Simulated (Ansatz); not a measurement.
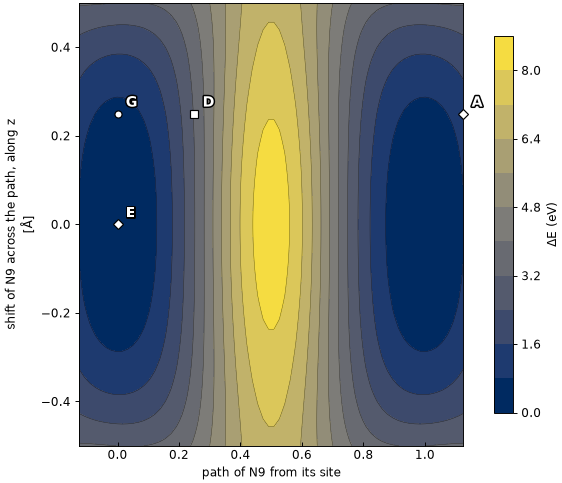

AlN (Fm-3m phase) with one N vacancy (15 atoms in the cell, cell charge +3). An atom moved over a plane that holds its own site and a neighbouring vacancy (x, y and z along the cube axes). The first coordinate is: path of N9 from its site (0) to the vacancy (1), 2.836 Å; the second: shift of N9 across the path, along z. Nothing is relaxed (all other atoms held at the sites of the perfect crystal). The scan uses an 11 × 9 grid; 25 points were computed and 74 follow by symmetry. Points are written as (first, second). All energies are given in eV per cell relative to the lowest grid point. The cell is charged on a uniform background, without a charge correction. Level of theory: Ansatz 0.2.0, DFT LDA, scalar-relativistic, plane waves, PAW. Settings: cutoff 420 eV, k-mesh 4×4×4, gaussian smearing 0.05 eV, no spin polarisation.

Drawn: filled contours, lettered points. Between grid points the surface is interpolated.

Q: Rank the lettered points by energy, lowest first.

A: E (0.0 eV), G (0.6 eV), A (1.2 eV), D (3.3 eV).

Q: What kind of point is each of D, E: minimum, saddle, maximum or slope?

A: D: on a slope; E: minimum. (In these two coordinates alone; a stationary point may lie a little off the grid point.)
